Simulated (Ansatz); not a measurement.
**From r2SCAN to G0W0: InSe (R3m)**

How far does one-shot GW move the r2SCAN gap of InSe (R3m)?

Method: r2SCAN, then G0W0 on it, plane waves, PAW, in Ansatz 0.2.0.

The database entry behind the starting cell differs from later determinations by our own check (c about 1.5 % long), so it need not match the best structure at ambient conditions.

### Step 1. Starting point

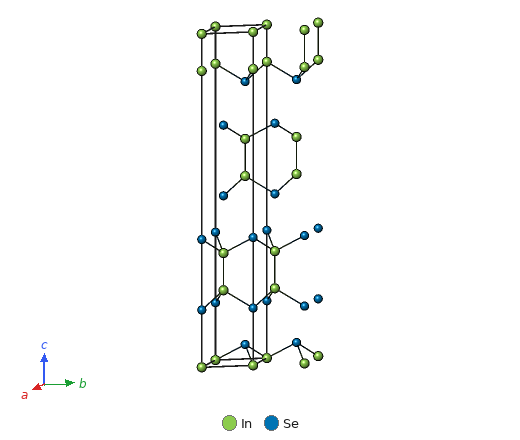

Start, viewed slightly off an axis; indium green, selenium blue. 1×2×1 cells are drawn. This picture shows the conventional cell, with its axes. Bonds to atoms that aren't drawn are left out. Some periodic images of atoms are drawn too.

The cell and positions come from the Crystallography Open Database and are kept as given unless a step says otherwise. The default PAW set here is soft_2. Its files were made with PBE.

### Step 2. The r2SCAN band structure

Levels along a band path and on the mesh show where this functional puts the band edges.

This step: DFT, r2SCAN, plane waves, PAW.

input.yaml

```yaml
crystal:
  lattice:
    - [2.0, 1.1547005384, 8.44]
    - [-2.0, 1.1547005384, 8.44]
    - [0.0, -2.3094010768, 8.44]
  atoms:
    - { symbol: In, position: [0.0, 0.0, 0.0] }
    - { symbol: In, position: [0.1114, 0.1114, 0.1114] }
    - { symbol: Se, position: [0.6165, 0.6165, 0.6165] }
    - { symbol: Se, position: [0.8281, 0.8281, 0.8281] }
kpoints:
  mp_grid: { grid: [6, 6, 6] }
  band_path:
    path:
      - [[0.0, 0.0, 0.0], [-0.5, -0.5, -0.5], [-0.5, -0.17914517, -0.82085483]]
      - [[-0.17914517, 0.17914517, -0.5], [0.0, 0.0, -0.5], [0.0, 0.0, 0.0], [0.0, 0.33957259, -0.33957259]]
      - [[-0.33957259, 0.0, -0.66042741], [-0.5, 0.0, -0.5], [0.0, 0.0, 0.0]]
    npoints: 10
hamiltonian:
  xc: r2scan
scf:
  occupations: { method: fermi_dirac, width: 0.02 }
  n_extra_bands: 5
output:
  eigenvalues: true
  write_density: true
  write_potential: true
  elf: true
  volumetric_format: npy
```

Run with:

```console
ansatz run input.yaml --threads 3 --pin off --max-ram 92160MiB --backend cuda --events-out ev --progress --plain --runs-dir out --devices 1 --max-vram 13GiB  # rebuilt from the run's record
```

Numbers of over 12 decimals in the logs are rounded to 6 here.

The program printed:

```text
basis.fft_grid_basis auto: the FFT boxes are laid along the combinations [[1, -1, 0], [0, 1, 0], [0, -1, 1]] of the cell's own vectors, 4.000, 8.750 and 4.000 Å long. The dense box has 30×64×30 points. Along the cell's own vectors, as sized, it would have 64×64×64, 4.55 times as many. Of the 6 symmetry operations that the crystal satisfies within crystal.symmetry.tolerance (time reversal apart; of a slab, those that  [...]
scf.n_extra_bands = 5 over 29 filled bands (N_el = 58.0): the run solves 34 bands
GPUs: using 1 of 1 available (devices: 1).
Engine: ansatz 0.2.0, x86_64-unknown-linux-gnu
Pseudopotentials: kind: paw
Pseudopotential: In, paw, valence charge 13, recommended cutoff 500 eV (meta_gga), In.paw.azcp
Pseudopotential: Se, paw, valence charge 16, recommended cutoff 500 eV (meta_gga), Se.paw.azcp
Functional definition: r2SCAN
  parameter k0 = 0.174
  parameter k1 = 0.065
  parameter a1 = 4.9479
  exchange = r2scan_x(k0 = k0, k1 = k1, a1 = a1)
  correlation = r2scan_c
device memory: the entry about to start is reckoned to put 2.7 GiB on a device that reports 34.6 GiB free (of which the cap on the GPU budget leaves the run 13.0 GiB)
GPU FFT provider: cuFFT
GPU libraries: cuBLAS 13.8.2, cuFFT 12.4.0, cuSOLVER 12.3.4
Crystal: 4 atoms, lattice volume = 116.948 Å³
Basis set: ecut = 500 eV, 2965 PW (Γ), FFT grids on a1−a2, a2, −a2+a3, exchange–correlation on 120×256×120 points (64 copies of the dense FFT grid, shifted against one another)
Bands: 34, of which v1, the nominal top of the filled ones, is band 29 counted from 1 (28 counted from 0)
Symmetry: 6 space group operations
Space group: R3m (ITA 160), of the structure as read, at distance tolerance 4.9e-5 Å
k-points: 32 of 216 (time reversal used)
Non-local potential: In, projectors of the file, l = 0: 2, l = 1: 2, l = 2: 2, l = 3: 2
Non-local potential: Se, projectors of the file, l = 0: 2, l = 1: 2, l = 2: 3, l = 3: 1
PAW form: soft (Blöchl's): semilocal exchange-correlation on the pseudo side does not see the compensation charge
PAW frozen core: In, regenerated for the run's functional (the file was generated under x = pbe(κ = 0.804, μ = 0.219515), c = pbe(β = 0.066725))
PAW frozen core: Se, regenerated for the run's functional (the file was generated under x = pbe(κ = 0.804, μ = 0.219515), c = pbe(β = 0.066725))
PAW one-centre angular grid: In, 590 points (default); XC on 289 of its mesh's 2783 points in the sphere
PAW one-centre angular grid: Se, 590 points (default); XC on 160 Gauss nodes
Initial density: superposition of atomic densities (neutral atoms: chi_scale 0, normalization atom), corrected by the library's trained network
Initial wavefunctions: pseudopotential atomic-orbital guess
GPU buffer pool allocated for 57600 grid points (all kernels)
GPU transforms: local potential and band sums: pruned to the plane-wave sphere, on 30×64×30
Functional: x = r2scan, c = r2scan; τ floored in thin density (d = 2e-4 eV/Å³)
SCF iter   1: F=—  HF=-22182.573568 eV  |F-HF|=—  |Δ(HF+E_count)|=         —  Δρ=5.84e-3  dr2=3.03e-2  dr2_τ=1.59e-2  ethr=1.77e-3  ⟨swp⟩=7.1  Hψ=4961  notcnv=0
preconditioner: auto → Resta (q_TF=auto, 2.427 Å⁻¹)  ε∞=3.2  [insulator: Δε(μ)=0.846 eV  Ē_g=14.315 eV  σ=0.020 eV  W_gap=1.00  n_scr=30 (ndim 8)  ℏωp=21.2 eV  f_vac=0.086  D(μ)=0.00/eV (n_scr^D=0)  ε∞_Penn≈3.2]
SCF iter   2: F=—  HF=-22182.587753 eV  |F-HF|=—  |Δ(HF+E_count)|=   1.42e-2  Δρ=2.57e-3  dr2=5.53e-3  dr2_τ=2.02e-4  ethr=5.22e-5  ⟨swp⟩=3.1  Hψ=2275  notcnv=0
SCF iter   3: F=—  HF=-22182.587977 eV  |F-HF|=—  |Δ(HF+E_count)|=   2.25e-4  Δρ=6.32e-4  dr2=4.33e-4  dr2_τ=1.45e-5  ethr=9.53e-6  ⟨swp⟩=2.0  Hψ=1856  notcnv=0
SCF iter   4: F=—  HF=-22182.588137 eV  |F-HF|=—  |Δ(HF+E_count)|=   1.60e-4  Δρ=1.85e-4  dr2=4.38e-5  dr2_τ=1.53e-6  ethr=7.46e-7  ⟨swp⟩=2.0  Hψ=1978  notcnv=0
SCF iter   5: F=—  HF=-22182.588157 eV  |F-HF|=—  |Δ(HF+E_count)|=   2.01e-5  Δρ=5.26e-5  dr2=5.43e-6  dr2_τ=1.14e-7  ethr=7.54e-8  ⟨swp⟩=2.0  Hψ=1956  notcnv=0
SCF iter   6: F=—  HF=-22182.588158 eV  |F-HF|=—  |Δ(HF+E_count)|=   1.69e-6  Δρ=1.71e-5  dr2=7.04e-7  dr2_τ=1.49e-8  ethr=9.36e-9  ⟨swp⟩=2.0  Hψ=1312  notcnv=0
SCF iter   7: F=-22182.588159 eV  HF=-22182.588159 eV  |F-HF|=2.01e-8  |Δ(HF+E_count)|=   2.80e-7  Δρ=4.93e-6  dr2=3.80e-8  dr2_τ=3.11e-9  ethr=1.72e-10  ⟨swp⟩=4.1  Hψ=3272  notcnv=0
SCF 1 converged in 7 iterations: F = -22182.588159 eV  dr2 = 3.80e-8
  greatest PAW one-centre occupation: 1.000 electrons in one spin orbital (limit 2), on the Se atom at site 3 (counted from 0), in its partial waves of l = 2
device memory: the entry about to start is reckoned to put 2.3 GiB on a device that reports 31.5 GiB free (of which the cap on the GPU budget leaves the run 13.0 GiB)
NSCF: frozen V_eff on 73 k-points
SCF converged after 7 iterations
Free energy (F): -22182.588159 eV
Harris-Foulkes:  -22182.588159 eV  (|F-HF|=2.01e-8)
Internal energy: -22182.588159 eV  (E = F + TS)
E sigma→0 (E₀):  -22182.588159 eV
Fermi energy:    7.483713 eV
--- Per-component energies (eV) ---
  E_band       = -954.988851
  E_kinetic    = 723.359166
  E_local      = -7923.649321  (includes V_loc(G=0)·N_el)
  E_nonlocal   = -454.860343
  E_hartree    = 3656.146385
  E_xc         = -598.072547
  E_vxc        = -424.260801  (∫ρ·V_xc dr)
  E_paw        = -12219.708830  (= ΣΔE_a)
  E_vpaw       = -213.019458  (= ΣTr[D̂ρ^β])
  E_aug_tail   = -0.000403  (compensation charges beyond the density's cutoff)
  E_vtau       = 25.152276  (kinetic-family band-sum trace: ∫τ·v_τ [+ j·A + Jᵃ·Aᵃ] dr)
  E_ewald      = -5364.203816
  E_core_change = -1.598449  (= ΣΔE_core)
  E_smearing   = -0.000000  (= −TS)
  E_closure    = -0.000000  (closes the sum)
  Σ components = -22182.588159   (vs F -22182.588159, Δ=0.00e0)
--- Band table (eV; the first three rows and the last of 32) ---
  k-point 0: bands = [... 25 lower, 5.6815, 5.6815, 5.7746, 5.7746, 9.1061, 9.6370, 11.7993, 11.7993, ... 1 higher]
  k-point 1: bands = [... 25 lower, 5.1352, 5.3546, 5.4886, 5.9777, 9.5446, 10.1889, 11.2051, 12.0308, ... 1 higher]
  k-point 2: bands = [... 25 lower, 4.8392, 4.8743, 4.9640, 5.8225, 8.8927, 9.4367, 11.2040, 11.6920, ... 1 higher]
  k-point 31: bands = [... 25 lower, 5.6113, 5.8510, 5.8510, 7.0503, 7.9172, 9.6821, 11.7170, 11.7170, ... 1 higher]
```

Wall time 6.8 s (1 × NVIDIA H100 80GB HBM3 (shared by 6 runs) with 3 threads of AMD EPYC 7R13 (Zen 3), shared host); peak memory 1.1 GiB; 7.6 s of CPU time.

In the SCF lines HF is the Harris–Foulkes energy and dr2 the Hartree energy of the density residual, in eV; the loop may stop once dr2 is under the threshold and the program's other checks hold. Hψ counts applications of the Hamiltonian.

Numbers from this step:

| Property | Result |
| --- | --- |
| filled bands | 29 |
| gap | 0.8669 eV |
| valence top at | T |
| conduction bottom at | T |
| least direct gap | 0.8669 eV |

Over mesh and path the gap is 0.867 eV, direct, at k = (-0.500, -0.500, -0.500).

The electronic bands at the labelled points (eV, zero at the top of the highest nominally filled band):

| point | band 26 | band 27 | band 28 | band 29 | band 30 | band 31 | band 32 | band 33 |
| --- | --- | --- | --- | --- | --- | --- | --- | --- |
| Γ | -1.37 | -1.37 | -1.28 | -1.28 | 2.06 | 2.59 | 4.75 | 4.75 |
| T | -1.44 | -1.20 | -1.20 | 0.00 | 0.87 | 2.63 | 4.67 | 4.67 |
| H2 | -3.77 | -2.60 | -2.31 | -1.81 | 1.96 | 2.78 | 3.71 | 4.79 |
| jump to H0 | -3.77 | -2.60 | -2.31 | -1.81 | 1.96 | 2.78 | 3.71 | 4.79 |
| L | -2.43 | -2.43 | -2.33 | -1.72 | 1.50 | 2.30 | 4.01 | 4.37 |
| Γ | -1.37 | -1.37 | -1.28 | -1.28 | 2.06 | 2.59 | 4.75 | 4.75 |
| S0 | -3.79 | -2.64 | -2.29 | -1.78 | 2.00 | 2.70 | 3.74 | 4.76 |
| jump to S2 | -3.79 | -2.64 | -2.29 | -1.78 | 2.00 | 2.70 | 3.74 | 4.76 |
| F | -2.72 | -2.59 | -2.14 | -1.55 | 1.51 | 2.26 | 3.67 | 3.99 |
| Γ | -1.37 | -1.37 | -1.28 | -1.28 | 2.06 | 2.59 | 4.75 | 4.75 |

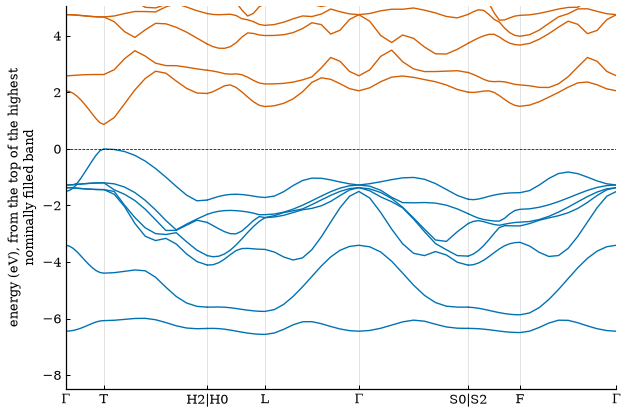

Electronic bands along the path; lines of filled and empty bands in two colours.

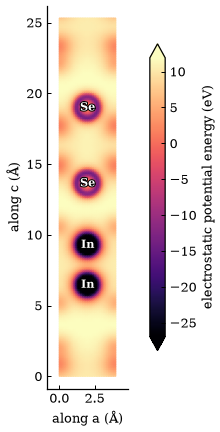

Electrostatic potential energy in the ac plane of the conventional cell at fractional y = 0.000, with atoms of In and Se within 0.2 Å of it. With pseudopotentials it is smooth inside the atoms' cores, unlike the true potential. The map starts off the cell's origin, so that atoms lie inside it.

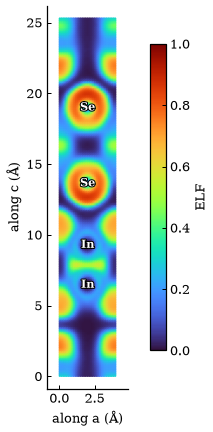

ELF in the ac plane of the conventional cell at fractional y = 0.000, with atoms of In and Se within 0.2 Å of it. It is the smooth field of the valence electrons, not physical close to the nuclei. The map starts off the cell's origin, so that atoms lie inside it.

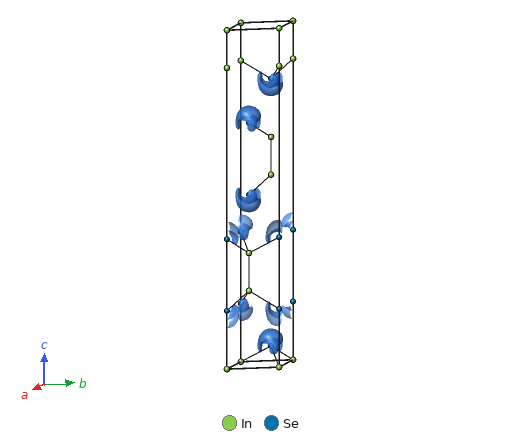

Surface of ELF = 0.79. Bonds to atoms that aren't drawn are left out.

### Step 3. The quasiparticle correction

G0W0 replaces the xc potential by a self-energy built once from the orbitals of the start. Levels are corrected in the window of bands that the input names, at points of the mesh.

This step: G0W0 on r2SCAN, plane waves, PAW.

input.yaml, the sections that differ from step 2:

```yaml
kpoints:
  mp_grid: { grid: [4, 4, 4] }
scf:
  occupations: { method: fixed }
gw:
  n_empty_bands: 751
  ecut_chi: 200.0
  qp_bands: [v2, c2]
  qp_kpoints: band_edges
  screening: { model: contour_deformation }
# crystal, hamiltonian: as in step 2
# output: removed
```

The program printed:

```text
GPUs: using 1 of 1 available (devices: 1).
[...]
GPU FFT provider: cuFFT
GPU libraries: cuBLAS 13.8.2, cuFFT 12.4.0, cuSOLVER 12.3.4
Crystal: 4 atoms, lattice volume = 116.948 Å³
Basis set: ecut = 500 eV, 2965 PW (Γ), exchange–correlation on 256×256×256 points (64 copies of the dense FFT grid, shifted against one another)
Bands: 35, of which v1, the nominal top of the filled ones, is band 29 counted from 1 (28 counted from 0)
Symmetry: 6 space group operations
[...]
k-points: 13 of 64 (time reversal used)
[...]
GPU buffer pool allocated for 262144 grid points (all kernels)
[...]
SCF iter   1: F=—  HF=-22182.513806 eV  |F-HF|=—  |Δ(HF+E_count)|=         —  Δρ=6.19e-3  dr2=3.79e-2  dr2_τ=1.63e-2  ethr=1.77e-3  ⟨swp⟩=5.0  Hψ=1636  notcnv=0  defer=52
[...]
SCF iter   7: F=-22182.526813 eV  HF=-22182.526813 eV  |F-HF|=1.94e-8  |Δ(HF+E_count)|=   2.42e-7  Δρ=4.89e-6  dr2=3.93e-8  dr2_τ=2.17e-9  ethr=1.72e-10  ⟨swp⟩=9.5  Hψ=1740  notcnv=0
SCF 1 converged in 7 iterations: F = -22182.526813 eV  dr2 = 3.93e-8
[...]
NSCF: frozen V_eff on 13 k-points
the band table was solved once the SCF had ended and its energy, with any forces and stress, was formed, with the checks that follow a solve (1803 applications of the Hamiltonian). They found nothing against the state; the energy, forces and stress were not computed again (output.eigenvalues in the input reference)
[...]
G₀W₀ screening: q 1/13
[... further progress lines ...]
[...]
SCF converged after 7 iterations
Free energy (F): -22182.526813 eV
[...]
Internal energy: -22182.526813 eV  (E = F + TS)
E sigma→0 (E₀):  -22182.526813 eV
Fermi energy:    7.061300 eV
[...]
--- Band table (eV; the first three rows and the last of 13) ---
  k-point 0: bands = [... 25 lower, 5.6972, 5.6972, 5.7897, 5.7897, 9.1163, 9.6448, 11.8005, 11.8005, ... 2 higher]
  k-point 1: bands = [... 25 lower, 4.9589, 5.0949, 5.2313, 6.0258, 9.4079, 9.6048, 11.5174, 11.7386, ... 2 higher]
  k-point 2: bands = [... 25 lower, 4.6266, 4.6374, 4.7376, 5.3410, 8.5521, 9.3540, 11.0638, 11.4251, ... 2 higher]
  k-point 12: bands = [... 25 lower, 5.6266, 5.8666, 5.8666, 7.0613, 7.9252, 9.6901, 11.7184, 11.7184, ... 2 higher]
--- G₀W₀: contour deformation, 8 samples at zero and on the imaginary axis and 1 off it, 64 q-points, 751 empty bands' worth ---
  eigenvalues of the whole cell's RPA ε∞ on this k-mesh (on a slab, of 1 + 4πα/V) = 7.9583, 7.9583, 10.4978; static W/v taken at q = 0 is 0.131126
  gw.qp_kpoints: band_edges: 9 of 13 stored k-points solved, in 1 pass; an edge of the gap read off the rows below is read off those points alone
    valence top: of the k-points left out ik 8 came nearest to being solved in a further pass, in band 29 (counted from 1, as in the quasiparticle table): it holds the edge there only if its correction is more favourable than any solved in that band by at least 0.738 eV; those differ by 0.078 eV
    conduction bottom: of the k-points left out ik 7 came nearest to being solved in a further pass, in band 30 (counted from 1, as in the quasiparticle table): it holds the edge there only if its correction is more favourable than any solved in that band by at least 0.710 eV; those differ by 0.126 eV
    ik  band        ε_KS         Σx   Σc(E_QP)       V_xc       Z   E_QP_lin       E_QP  E_QP is
     1    28      5.2313   -17.6798     1.7125   -15.3716  0.7573     4.6246     4.6356  root
     1    29      6.0258   -15.7995     1.1742   -14.0203  0.7678     5.4097     5.4209  root
     1    30      9.4079    -7.7182    -3.8406   -11.5787  0.7951     9.4278     9.4278  root
     1    31      9.6048    -9.7495    -3.9625   -13.8096  0.7830     9.7025     9.7023  root
     2    28      4.7376   -17.2834     1.8581   -14.8170  0.7511     4.1165     4.1293  root
     2    29      5.3410   -15.5083     1.3062   -13.5842  0.7641     4.7115     4.7232  root
     2    30      8.5521    -7.7342    -3.4875   -11.1958  0.8005     8.5261     8.5261  root
     2    31      9.3540    -9.6547    -3.9431   -13.6887  0.7836     9.4451     9.4449  root
     3    28      5.3320   -17.8988     1.6940   -15.6113  0.7586     4.7281     4.7385  root
     3    29      6.2429   -15.9825     1.0789   -14.3074  0.7712     5.6372     5.6467  root
     3    30      9.2398    -9.3666    -3.8257   -13.2553  0.7916     9.3028     9.3027  root
     3    31      9.6077    -8.0279    -3.9013   -11.9733  0.7896     9.6519     9.6518  root
     5    28      5.1265   -17.1748     1.8392   -14.7543  0.7447     4.5343     4.5452  root
     5    29      5.7605   -15.6590     1.1451   -13.8950  0.7720     5.1309     5.1416  root
     5    30      9.3959    -8.5068    -3.7176   -12.2707  0.7915     9.4421     9.4421  root
     5    31      9.7962    -9.4327    -3.8922   -13.4125  0.7812     9.8838     9.8837  root
     6    28      4.9278   -17.6966     1.8211   -15.2668  0.7539     4.3074     4.3192  root
     6    29      5.5083   -15.2386     1.1731   -13.4426  0.7695     4.8745     4.8855  root
     6    30      8.5619    -8.7392    -3.6155   -12.3777  0.7998     8.5849     8.5848  root
     6    31      9.3204    -8.8331    -3.7548   -12.6220  0.7845     9.3545     9.3545  root
     9    28      4.8583   -17.5789     1.8402   -15.1300  0.7527     4.2375     4.2496  root
     9    29      5.3493   -15.0100     1.2034   -13.1829  0.7672     4.7134     4.7257  root
     9    30      8.8431    -8.1652    -3.5926   -11.7521  0.7946     8.8373     8.8373  root
     9    31      9.0172    -9.2966    -3.7482   -13.1008  0.7911     9.0732     9.0731  root
    10    28      5.3617   -17.9433     1.6859   -15.6642  0.7591     4.7582     4.7685  root
    10    29      6.4719   -16.1786     1.0054   -14.5923  0.7726     5.8833     5.8909  root
    10    30      9.3602   -10.2629    -3.9024   -14.2524  0.7863     9.4474     9.4473  root
    10    31      9.8026    -7.4641    -3.9248   -11.4190  0.7883     9.8327     9.8327  root
    11    28      4.3559   -16.1923     2.0047   -13.5893  0.7326     3.7426     3.7577  root
    11    29      5.4836   -15.6083     1.3212   -13.6689  0.7634     4.8528     4.8654  root
    11    30      9.2421    -7.3580    -3.5613   -10.9211  0.7952     9.2439     9.2439  root
    11    31      9.9617   -10.3878    -4.0517   -14.5771  0.7773    10.0996    10.0993  root
    12    28      5.8666   -18.3293     1.5683   -16.1895  0.7631     5.2867     5.2951  root
    12    29      7.0613   -16.3134     0.6908   -15.0772  0.7783     6.5115     6.5160  root
    12    30      7.9252   -10.1624    -3.4768   -13.6002  0.8009     7.8862     7.8862  root
    12    31      9.6901    -8.0609    -4.1335   -12.2070  0.7940     9.7026     9.7026  root
```

Elapsed: 1.8 min, on 1 × NVIDIA H100 80GB HBM3 (shared by 6 runs) with 3 threads; peak memory 3.6 GiB.

Numbers from this step:

```
bands summed                                    : 780
RPA ε∞ on this mesh (eigenvalues)               : 7.958, 7.958, 10.50
plane waves in the screening matrix             : 733
q-points in the mesh                            : 64
G0W0 gap over the corrected points              : 1.370 eV
k of the valence top                            : -0.5, -0.5, -0.5
k of the conduction bottom                      : -0.5, -0.5, -0.5
starting gap on the mesh                        : 0.8639 eV
Z at the valence top                            : 0.7783
Z at the conduction bottom                      : 0.8009
least direct G0W0 gap over the corrected points : 1.370 eV
```

Over 9 of 13 irreducible mesh points the G0W0 gap is 1.370 eV, direct, at k = (-0.500, -0.500, -0.500). The r2SCAN gap of this run on the mesh is 0.864 eV. The two states that bound the G0W0 gap lie that far apart at the start, so the correction of the gap is 1.370 − 0.864 = +0.506 eV. The start of this run differs from the step before in mesh (6×6×6 and 4×4×4).

Labels follow the order of the start: v1 is the top filled band, c1 the lowest empty one; levels that stay degenerate share a row, the window can cut a multiplet, doubted levels are not marked in this list, bands outside the window were not corrected, and the list may be a part of the corrected levels. The levels before and after the correction (eV, zero at the valence-band top of each column):

|  | conduction bottom | valence top |
| --- | --- | --- |
| Kohn-Sham | 0.86 | 0.00 |
| G0W0 | 1.37 | 0.00 |

|  | level | occupation | energy (eV) |
| --- | --- | --- | --- |
| Kohn-Sham | (-0.5 -0.5 -0.5) v2 | 2 | -1.195 |
| Kohn-Sham | (-0.5 -0.5 -0.5) v1 | 2 | 0.000 |
| Kohn-Sham | (-0.5 -0.5 -0.5) c1 | 0 | 0.864 |
| Kohn-Sham | (-0.5 -0.5 -0.5) c2 | 0 | 2.629 |
| G0W0 | (-0.5 -0.5 -0.5) v2 | 2 | -1.221 |
| G0W0 | (-0.5 -0.5 -0.5) v1 | 2 | 0.000 |
| G0W0 | (-0.5 -0.5 -0.5) c1 | 0 | 1.370 |
| G0W0 | (-0.5 -0.5 -0.5) c2 | 0 | 3.187 |

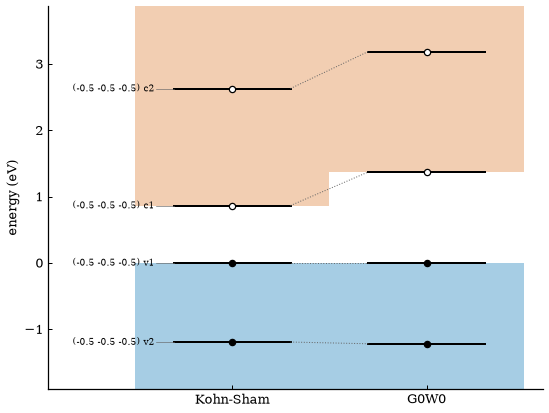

Levels before and after the correction. Shaded: valence and conduction bands. Filled marks are occupied levels, open marks empty ones.

The parts of the quasiparticle energy for the two states that bound the G0W0 gap, in eV on the run's own scale (QP = start + Σx + Σc − Vxc, with Σc at the quasiparticle energy):

| edge | k | band | start | Σx | Σc | Vxc | Z | QP |
| --- | --- | --- | --- | --- | --- | --- | --- | --- |
| valence top | (-0.500, -0.500, -0.500) | 29 | 7.061 | −16.313 | 0.691 | −15.077 | 0.778 | 6.516 |
| conduction bottom | (-0.500, -0.500, -0.500) | 30 | 7.925 | −10.162 | −3.477 | −13.600 | 0.801 | 7.886 |

(Continued in part 2 of 2.)

[Paths, hosts, dates, memory and timing lines, banners, echoed tables and standing remarks are left out of the program output.]

[Logs are printed without paths, hosts, clocks, repeated set-up lines and the standing remarks that a program may print on its own settings, such as how far it seeks lower states.]

[Runs of the session that timed out or met a known fault of the program may be left out.]

[Cells called generated may have been cut or substituted from an entry of the Crystallography Open Database or the Materials Project.]

[Hosts, paths, dates, database ids (printed as entryN), source tags and the programs' standing remarks are cut or masked in the printed files.]

[Where an RPA ε∞ is given, it is that of the G0W0 mesh and is not shown converged in it. Names of k-points follow the symmetry that the program found, which can be lower than the space group named. Band edges on a path are those of the sampled points; other points can move an edge, and change direct to indirect where valleys lie close.]

[Hybrid gaps are those of their k-mesh and are not shown converged in it.]
